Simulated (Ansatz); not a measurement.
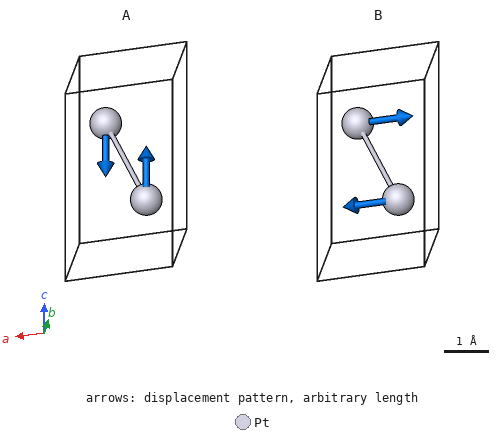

Modes of solid Pt relaxed at 15 GPa, space group P6₃/mmc (No. 194), at the zone centre (one member of each degenerate set). The blue arrows are the displacements of the atoms (eigenvector over the root of the mass), of arbitrary overall length and sign. The picture is a ball-and-stick view of the cell of the calculation, seen from a free direction.

Method: Ansatz, DFT PBEsol, scalar-relativistic, plane waves, PAW.

The frequencies depend somewhat on the k-mesh and the smearing.

Q: Give the symmetry species and the selection rules of each.

A: A is B₁g, silent by symmetry (neither infrared- nor Raman-active) (206 cm⁻¹). B is E₂g, Raman-active by symmetry (47 cm⁻¹). The crystal has a centre of inversion, so no mode is both. In a metal the free carriers screen the infrared response.
